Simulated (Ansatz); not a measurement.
Geometry relaxation, with input and output: C (part 1 of 2)

The run: geometry relaxation of C (4 atoms in the cell). Method and program: DFT, PBEsol, plane waves, PAW, no spin polarisation (Ansatz 0.2.0).

The structure derives from an entry of the Crystallography Open Database. Figures and captions count atoms from 1; the log counts them from 0 in places.

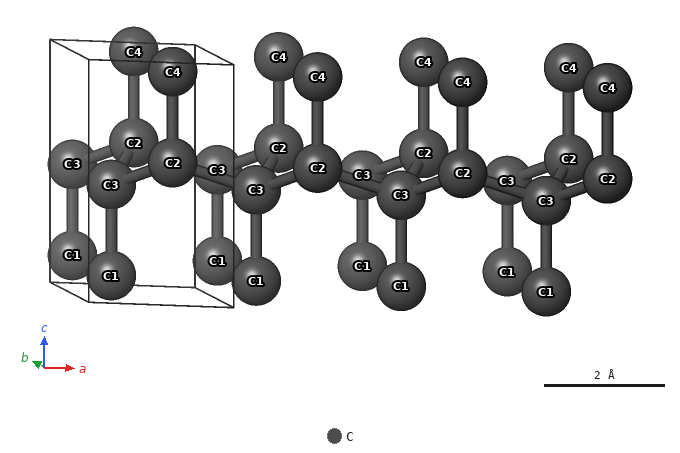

The input geometry (ball-and-stick view of the cell of the calculation, repeated 4 × 2 × 1, seen slightly off an axis; atoms are numbered from 1 in the order of the input). Near neighbours in the crystal (not all of them lie inside the picture): C has 4 C at 1.54 Å.

Key numbers

| quantity | value |
| --- | --- |
| outcome | converged |
| space group (tolerance 0.01 Å) | P6₃/mmc (194) |
| electrons treated | 16 |
| free energy | −986.5768 eV |
| Fermi energy | 15.267 eV |
| gap on the k-point mesh | 3.05 eV |
| pressure | 0.00 GPa |
| final volume | 22.50 Å³ |
| largest force (length of the vector) at the end | under 0.001 eV/Å |
| final cell | a = 2.499 Å, b = 2.499 Å, c = 4.161 Å, α = 90.00°, β = 90.00°, γ = 120.00° |
| hardware | 1 thread of AMD EPYC (Zen 3), 32 GiB of memory available, shared host |
| wall time | 8.8 s |
| peak memory | 0.35 GiB |

Notes

Settings chosen away from the usual ones: scf.eigensolver.kind set to davidson; scf.mixing.algorithm set to broyden; scf.mixing.beta set to 0.05; scf.mixing.ndim set to 8.

Input file
```yaml
crystal:
  lattice:
    - [2.5220988435, 0.0, 0.0]
    - [-1.2610494217, 2.1842016693, 0.0]
    - [0.0, 0.0, 4.1186]
  atoms:
    - { symbol: C, position: [0.3333333333, 0.6666666667, 0.0625] }
    - { symbol: C, position: [0.6666666667, 0.3333333333, 0.5625] }
    - { symbol: C, position: [0.3333333333, 0.6666666667, 0.4375] }
    - { symbol: C, position: [0.6666666667, 0.3333333333, 0.9375] }
basis:
  ecutwfc: 420
kpoints:
  mp_grid: { grid: [12, 12, 6] }
hamiltonian:
  xc: pbesol
scf:
  occupations: { method: gaussian, width: 0.02 }
  eigensolver: { kind: davidson }
  mixing: { algorithm: broyden, beta: 0.05, ndim: 8 }
output:
  forces: true
  eigenvalues: true
  stress: true
relax:
  adjacent_minimum: "off"
  f_tol: 0.005
  max_steps: 80
  cell: { stress_tol: 0.05 }
```

Launch command:
```bash
ansatz run input.yaml --threads 1 --pin off --max-ram 2560MiB --backend cpu --events-out ev --progress --plain --runs-dir out
```

What the program printed
```
Engine: ansatz 0.2.0, x86_64-unknown-linux-gnu
Pseudopotentials: kind: paw
Pseudopotential: C, paw, valence charge 4, recommended cutoff 420 eV (normal), C.paw.azcp
Functional definition: PBEsol
  exchange = pbesol_x
  correlation = pbesol_c
Crystal: 4 atoms, lattice volume = 22.688 Å³
Basis set: ecut = 420 eV, 451 PW (Γ), exchange–correlation on 36×36×60 points (8 copies of the dense FFT grid, shifted against one another)
Bands: 12, of which v1, the nominal top of the filled ones, is band 8 counted from 1 (7 counted from 0)
Symmetry: 24 space group operations
Space group: P63/mmc (ITA 194), of the structure as read, at distance tolerance 2.8e-5 Å
k-points: 76 of 864
Non-local potential: C, projectors of the file, l = 0: 2, l = 1: 2, l = 2: 1
PAW form: soft (Blöchl's): semilocal exchange-correlation on the pseudo side does not see the compensation charge
PAW frozen core: C, regenerated for the run's functional, and the local potential with it (the file was generated under x = pbe(κ = 0.804, μ = 0.2195149727645171), c = pbe(β = 0.06672455060314922))
PAW one-centre angular grid: C, 110 points (default); XC on 64 Gauss nodes
Initial density: superposition of atomic densities (neutral atoms: chi_scale 0, normalization atom), corrected by the library's trained network
Initial wavefunctions: pseudopotential atomic-orbital guess
Functional: x = pbesol(κ = 0.804, μ = 0.12345679012345678), c = pbesol(β = 0.046)
SCF iter   1: F=—  HF=-986.555488 eV  |F-HF|=—  |Δ(HF+E_count)|=         —  Δρ=7.91e-3  dr2=1.03e-2  ethr=1.77e-3  ⟨swp⟩=6.7  Hψ=4386  notcnv=0
preconditioner: auto → none  [insulator: Δε(μ)=3.109 eV  Ē_g=16.861 eV  σ=0.020 eV  W_gap=1.00  n_scr=2 (ndim 8)  ℏωp=31.2 eV  f_vac=0.000  D(μ)=0.00/eV (n_scr^D=0)  ε∞_Penn≈4.4]
SCF iter   2: F=—  HF=-986.555001 eV  |F-HF|=—  |Δ(HF+E_count)|=   4.87e-4  Δρ=7.40e-3  dr2=8.99e-3  ethr=6.43e-5  ⟨swp⟩=3.4  Hψ=1974  notcnv=0  defer=41  κ⁻¹=1.0e0(r=1)
iter 3 solved again at ethr=2.68e-7 eV; its pass at ethr=5.62e-5 eV (dr2=4.28e-5 eV) is discarded
SCF iter   3: F=—  HF=-986.551533 eV  |F-HF|=—  |Δ(HF+E_count)|=   3.47e-3  Δρ=8.73e-4  dr2=4.53e-5  ethr=2.68e-7  ⟨swp⟩=3.2  Hψ=4293  notcnv=0  defer=7  κ⁻¹=1.2e-5(r=2)
SCF iter   4: F=—  HF=-986.551534 eV  |F-HF|=—  |Δ(HF+E_count)|=   1.10e-6  Δρ=8.41e-4  dr2=4.19e-5  ethr=2.68e-7  ⟨swp⟩=2.1  Hψ=1554  notcnv=0  defer=4  κ⁻¹=4.1e-6(r=3)
SCF iter   5: F=—  HF=-986.551538 eV  |F-HF|=—  |Δ(HF+E_count)|=   3.77e-6  Δρ=1.03e-4  dr2=8.58e-7  ethr=2.62e-7  ⟨swp⟩=2.0  Hψ=1532  notcnv=0  defer=2  κ⁻¹=7.4e-8(r=4)
SCF iter   6: F=-986.551538 eV  HF=-986.551538 eV  |F-HF|=1.12e-8  |Δ(HF+E_count)|=   8.11e-8  Δρ=2.68e-5  dr2=5.99e-8  ethr=5.37e-9  ⟨swp⟩=3.0  Hψ=1803  notcnv=0  defer=2
the search or the solves at the SCF's close seem to have found levels that the self-consistency loop had missed (the run counts 1). By its estimate they hold under 1e-12 electrons; where the run keeps them, the occupations were computed again with them
SCF 1 converged in 6 iterations: F = -986.551538 eV  dr2 = 5.99e-8
  Residual-converged pass: ⟨swp⟩=3.5  Hψ=2121  notcnv=0  max |occ|·‖R‖ = 6.7e-6 eV (tolerance 6.7e-6 eV)  dr2=6.23e-8  dr2_onsite=1.21e-9  max |Δocc| = 0.0e0
  greatest PAW one-centre occupation: 0.643 electrons in one spin orbital (limit 2), on the C atom at site 3 (counted from 0), in its partial waves of l = 0
relax step   1: F+E_penalty+E_count = -986.55153764 eV  Δ(F+E_penalty+E_count) = +0.000e0 eV  max|allowed force component| = 3.845e-2 eV/Å  Δτ_max = 0.0000 Å  P = -3.360 GPa  Ω = 22.688 Å³  (6 SCF iters, dr2 threshold 1.00e-7 eV, accepted)
Crystal: 4 atoms, lattice volume = 22.570 Å³
Basis set: ecut = 420 eV, 415 PW (Γ), exchange–correlation on 36×36×60 points (8 copies of the dense FFT grid, shifted against one another)
Initial density: handed on by an earlier stage of this run
Initial wavefunctions: those handed on with the density
iter 1 solved again at ethr=6.28e-6 eV; its pass at ethr=1.00e-1 eV (dr2=1.00e-3 eV) is discarded
SCF iter   1: F=—  HF=-986.569089 eV  |F-HF|=—  |Δ(HF+E_count)|=         —  Δρ=4.42e-3  dr2=1.62e-3  ethr=6.28e-6  ⟨swp⟩=7.0  Hψ=5684  notcnv=0
preconditioner: auto → none  [insulator: Δε(μ)=2.809 eV  Ē_g=16.937 eV  σ=0.020 eV  W_gap=1.00  n_scr=2 (ndim 8)  ℏωp=31.3 eV  f_vac=0.000  D(μ)=0.00/eV (n_scr^D=0)  ε∞_Penn≈4.4]
SCF iter   2: F=—  HF=-986.569032 eV  |F-HF|=—  |Δ(HF+E_count)|=   5.69e-5  Δρ=4.17e-3  dr2=1.43e-3  ethr=6.28e-6  ⟨swp⟩=2.0  Hψ=1520  notcnv=0  κ⁻¹=1.0e0(r=1)
iter 3 solved again at ethr=1.44e-7 eV; its pass at ethr=6.28e-6 eV (dr2=2.30e-5 eV) is discarded
SCF iter   3: F=—  HF=-986.568691 eV  |F-HF|=—  |Δ(HF+E_count)|=   3.41e-4  Δρ=6.86e-4  dr2=2.36e-5  ethr=1.44e-7  ⟨swp⟩=2.8  Hψ=3860  notcnv=0  κ⁻¹=1.5e-6(r=2)
SCF iter   4: F=—  HF=-986.568691 eV  |F-HF|=—  |Δ(HF+E_count)|=   3.35e-7  Δρ=6.39e-4  dr2=1.92e-5  ethr=1.44e-7  ⟨swp⟩=2.0  Hψ=1523  notcnv=0  κ⁻¹=1.5e-6(r=3)
SCF iter   5: F=-986.568696 eV  HF=-986.568697 eV  |F-HF|=1.54e-7  |Δ(HF+E_count)|=   5.75e-6  Δρ=4.77e-5  dr2=3.33e-7  ethr=1.20e-7  ⟨swp⟩=2.1  Hψ=1534  notcnv=0
the search or the solves at the SCF's close seem to have found levels that the self-consistency loop had missed (the run counts 2). By its estimate they hold under 1e-12 electrons; where the run keeps them, the occupations were computed again with them
SCF 2 converged in 5 iterations: F = -986.568696 eV  dr2 = 3.33e-7
  Residual-converged pass: ⟨swp⟩=4.0  Hψ=2390  notcnv=0  max |occ|·‖R‖ = 1.3e-5 eV (tolerance 1.3e-5 eV)  dr2=3.87e-7  dr2_onsite=6.49e-9  max |Δocc| = 0.0e0
relax step   2: F+E_penalty+E_count = -986.56869640 eV  Δ(F+E_penalty+E_count) = -1.716e-2 eV  max|allowed force component| = 4.708e-1 eV/Å  Δτ_max = 0.0077 Å  P = -1.591 GPa  Ω = 22.570 Å³  energy of the carried Pulay correction = +7.811e-4 eV  (5 SCF iters, dr2 threshold 4.00e-7 eV, accepted)
Crystal: 4 atoms, lattice volume = 22.566 Å³
Basis set: ecut = 420 eV, 427 PW (Γ), exchange–correlation on 36×36×60 points (8 copies of the dense FFT grid, shifted against one another)
iter 1 solved again at ethr=3.96e-7 eV; its pass at ethr=1.00e-1 eV (dr2=6.34e-5 eV) is discarded
SCF iter   1: F=—  HF=-986.575471 eV  |F-HF|=—  |Δ(HF+E_count)|=         —  Δρ=1.18e-3  dr2=7.49e-5  ethr=3.96e-7  ⟨swp⟩=7.1  Hψ=5805  notcnv=0
preconditioner: auto → none  [insulator: Δε(μ)=2.945 eV  Ē_g=16.937 eV  σ=0.020 eV  W_gap=1.00  n_scr=2 (ndim 8)  ℏωp=31.3 eV  f_vac=0.000  D(μ)=0.00/eV (n_scr^D=0)  ε∞_Penn≈4.4]
SCF iter   2: F=—  HF=-986.575470 eV  |F-HF|=—  |Δ(HF+E_count)|=   5.38e-7  Δρ=1.12e-3  dr2=6.67e-5  ethr=3.96e-7  ⟨swp⟩=2.0  Hψ=1520  notcnv=0  κ⁻¹=1.0e0(r=1)
iter 3 solved again at ethr=5.76e-9 eV; its pass at ethr=3.96e-7 eV (dr2=9.21e-7 eV) is discarded
SCF iter   3: F=—  HF=-986.575470 eV  |F-HF|=—  |Δ(HF+E_count)|=   1.22e-7  Δρ=1.35e-4  dr2=9.21e-7  ethr=5.76e-9  ⟨swp⟩=3.0  Hψ=3360  notcnv=0  κ⁻¹=1.5e-6(r=2)
SCF iter   4: F=—  HF=-986.575471 eV  |F-HF|=—  |Δ(HF+E_count)|=   3.23e-7  Δρ=7.66e-5  dr2=5.18e-7  ethr=5.76e-9  ⟨swp⟩=2.0  Hψ=1520  notcnv=0  κ⁻¹=8.7e-7(r=3)
SCF iter   5: F=-986.575471 eV  HF=-986.575471 eV  |F-HF|=2.68e-9  |Δ(HF+E_count)|=   3.48e-8  Δρ=9.50e-6  dr2=1.17e-8  ethr=3.24e-9  ⟨swp⟩=2.7  Hψ=1603  notcnv=0
the search or the solves at the SCF's close seem to have found levels that the self-consistency loop had missed (the run counts 1). By its estimate they hold under 1e-12 electrons; where the run keeps them, the occupations were computed again with them
SCF 3 converged in 5 iterations: F = -986.575471 eV  dr2 = 1.17e-8
  Residual-converged pass: ⟨swp⟩=3.0  Hψ=1949  notcnv=0  max |occ|·‖R‖ = 1.3e-5 eV (tolerance 1.3e-5 eV)  dr2=1.30e-8  dr2_onsite=1.78e-10  max |Δocc| = 0.0e0
relax step   3: F+E_penalty+E_count = -986.57547062 eV  Δ(F+E_penalty+E_count) = -6.774e-3 eV  max|allowed force component| = 2.184e-1 eV/Å  Δτ_max = 0.0036 Å  P = -1.335 GPa  Ω = 22.566 Å³  energy of the carried Pulay correction = +8.055e-4 eV  (5 SCF iters, dr2 threshold 4.00e-7 eV, accepted)
Crystal: 4 atoms, lattice volume = 22.507 Å³
iter 1 solved again at ethr=1.59e-6 eV; its pass at ethr=1.00e-1 eV (dr2=2.54e-4 eV) is discarded
SCF iter   1: F=—  HF=-986.577720 eV  |F-HF|=—  |Δ(HF+E_count)|=         —  Δρ=1.61e-3  dr2=3.33e-4  ethr=1.59e-6  ⟨swp⟩=5.6  Hψ=5005  notcnv=0
preconditioner: auto → none  [insulator: Δε(μ)=3.069 eV  Ē_g=16.967 eV  σ=0.020 eV  W_gap=1.00  n_scr=2 (ndim 8)  ℏωp=31.3 eV  f_vac=0.000  D(μ)=0.00/eV (n_scr^D=0)  ε∞_Penn≈4.4]
SCF iter   2: F=—  HF=-986.577702 eV  |F-HF|=—  |Δ(HF+E_count)|=   1.73e-5  Δρ=1.51e-3  dr2=2.91e-4  ethr=1.59e-6  ⟨swp⟩=2.0  Hψ=1520  notcnv=0  κ⁻¹=1.0e0(r=1)
iter 3 solved again at ethr=1.67e-8 eV; its pass at ethr=1.59e-6 eV (dr2=2.68e-6 eV) is discarded
SCF iter   3: F=—  HF=-986.577589 eV  |F-HF|=—  |Δ(HF+E_count)|=   1.13e-4  Δρ=1.93e-4  dr2=2.80e-6  ethr=1.67e-8  ⟨swp⟩=3.0  Hψ=3652  notcnv=0  κ⁻¹=1.8e-6(r=2)
SCF iter   4: F=—  HF=-986.577589 eV  |F-HF|=—  |Δ(HF+E_count)|=   2.26e-8  Δρ=1.88e-4  dr2=2.60e-6  ethr=1.67e-8  ⟨swp⟩=2.0  Hψ=1520  notcnv=0  κ⁻¹=1.8e-6(r=3)
SCF iter   5: F=-986.577590 eV  HF=-986.577590 eV  |F-HF|=4.65e-9  |Δ(HF+E_count)|=   4.12e-7  Δρ=9.96e-6  dr2=1.13e-8  ethr=1.62e-8  ⟨swp⟩=2.0  Hψ=1520  notcnv=0
SCF 4 converged in 5 iterations: F = -986.577590 eV  dr2 = 1.13e-8
  Residual-converged pass: ⟨swp⟩=3.0  Hψ=2124  notcnv=0  max |occ|·‖R‖ = 1.3e-5 eV (tolerance 1.3e-5 eV)  dr2=1.41e-8  dr2_onsite=4.36e-10  max |Δocc| = 0.0e0
  greatest PAW one-centre occupation: 0.644 electrons in one spin orbital (limit 2), on the C atom at site 3 (counted from 0), in its partial waves of l = 0
relax step   4: F+E_penalty+E_count = -986.57758978 eV  Δ(F+E_penalty+E_count) = -2.119e-3 eV  max|allowed force component| = 7.291e-3 eV/Å  Δτ_max = 0.0028 Å  P = -0.074 GPa  Ω = 22.507 Å³  energy of the carried Pulay correction = +1.197e-3 eV  (5 SCF iters, dr2 threshold 4.00e-7 eV, accepted)
Crystal: 4 atoms, lattice volume = 22.504 Å³
iter 1 solved again at ethr=1.11e-8 eV; its pass at ethr=1.00e-1 eV (dr2=1.77e-6 eV) is discarded
SCF iter   1: F=—  HF=-986.577613 eV  |F-HF|=—  |Δ(HF+E_count)|=         —  Δρ=6.38e-5  dr2=5.99e-7  ethr=1.11e-8  ⟨swp⟩=6.1  Hψ=4665  notcnv=0
preconditioner: auto → none  [insulator: Δε(μ)=3.059 eV  Ē_g=16.968 eV  σ=0.020 eV  W_gap=1.00  n_scr=2 (ndim 8)  ℏωp=31.3 eV  f_vac=0.000  D(μ)=0.00/eV (n_scr^D=0)  ε∞_Penn≈4.4]
SCF iter   2: F=—  HF=-986.577613 eV  |F-HF|=—  |Δ(HF+E_count)|=   2.99e-8  Δρ=5.99e-5  dr2=5.26e-7  ethr=3.74e-9  ⟨swp⟩=2.0  Hψ=1520  notcnv=0  κ⁻¹=1.0e0(r=1)
iter 3 solved again at ethr=2.40e-11 eV; its pass at ethr=3.29e-9 eV (dr2=3.84e-9 eV) is discarded
SCF iter   3: F=-986.577613 eV  HF=-986.577613 eV  |F-HF|=8.47e-11  |Δ(HF+E_count)|=   1.98e-7  Δρ=6.60e-6  dr2=4.17e-9  ethr=2.40e-11  ⟨swp⟩=3.4  Hψ=3694  notcnv=0
SCF 5 converged in 3 iterations: F = -986.577613 eV  dr2 = 4.17e-9
  Residual-converged pass: ⟨swp⟩=2.7  Hψ=1617  notcnv=0  max |occ|·‖R‖ = 2.9e-6 eV (tolerance 2.9e-6 eV)  dr2=4.19e-9  dr2_onsite=1.93e-10  max |Δocc| = 0.0e0
relax step   5: F+E_penalty+E_count = -986.57761312 eV  Δ(F+E_penalty+E_count) = -2.334e-5 eV  max|allowed force component| = 2.110e-4 eV/Å  Δτ_max = 0.0001 Å  P = -0.006 GPa  Ω = 22.504 Å³  energy of the carried Pulay correction = +1.218e-3 eV  (3 SCF iters, dr2 threshold 1.86e-8 eV, accepted)
Initial wavefunctions: pseudopotential atomic-orbital guess (no wavefunctions were taken with the density)
iter 1 solved again at ethr=6.79e-8 eV; its pass at ethr=1.00e-1 eV (dr2=1.09e-5 eV) is discarded
SCF iter   1: F=—  HF=-986.576770 eV  |F-HF|=—  |Δ(HF+E_count)|=         —  Δρ=1.41e-4  dr2=5.37e-7  ethr=6.79e-8  ⟨swp⟩=10.8  Hψ=8257  notcnv=0
preconditioner: auto → none  [insulator: Δε(μ)=3.054 eV  Ē_g=16.968 eV  σ=0.020 eV  W_gap=1.00  n_scr=2 (ndim 8)  ℏωp=31.3 eV  f_vac=0.000  D(μ)=0.00/eV (n_scr^D=0)  ε∞_Penn≈4.4]
SCF iter   2: F=—  HF=-986.576770 eV  |F-HF|=—  |Δ(HF+E_count)|=   9.51e-8  Δρ=1.34e-4  dr2=4.85e-7  ethr=3.36e-9  ⟨swp⟩=2.0  Hψ=1522  notcnv=0  κ⁻¹=1.0e0(r=1)
iter 3 solved again at ethr=3.16e-11 eV; its pass at ethr=3.03e-9 eV (dr2=5.06e-9 eV) is discarded
SCF iter   3: F=—  HF=-986.576771 eV  |F-HF|=—  |Δ(HF+E_count)|=   8.60e-7  Δρ=6.76e-6  dr2=5.10e-9  ethr=3.16e-11  ⟨swp⟩=2.9  Hψ=3179  notcnv=0  κ⁻¹=8.0e-5(r=2)
SCF iter   4: F=—  HF=-986.576771 eV  |F-HF|=—  |Δ(HF+E_count)|=  7.10e-10  Δρ=6.86e-6  dr2=4.64e-9  ethr=3.16e-11  ⟨swp⟩=2.0  Hψ=1520  notcnv=0  κ⁻¹=8.9e-6(r=3)
SCF iter   5: F=—  HF=-986.576771 eV  |F-HF|=—  |Δ(HF+E_count)|=  2.62e-10  Δρ=1.11e-6  dr2=2.03e-10  ethr=2.90e-11  ⟨swp⟩=3.0  Hψ=2042  notcnv=0  κ⁻¹=1.3e-7(r=4)
SCF iter   6: F=-986.576771 eV  HF=-986.576771 eV  |F-HF|=6.71e-12  |Δ(HF+E_count)|=  9.50e-11  Δρ=6.00e-7  dr2=3.23e-11  ethr=1.27e-12  ⟨swp⟩=2.3  Hψ=1549  notcnv=0
SCF 6 converged in 6 iterations: F = -986.576771 eV  dr2 = 3.23e-11
  Residual-converged pass: ⟨swp⟩=3.0  Hψ=2110  notcnv=0  max |occ|·‖R‖ = 1.3e-7 eV (tolerance 1.3e-7 eV)  dr2=3.24e-11  dr2_onsite=3.30e-13  max |Δocc| = 0.0e0
```
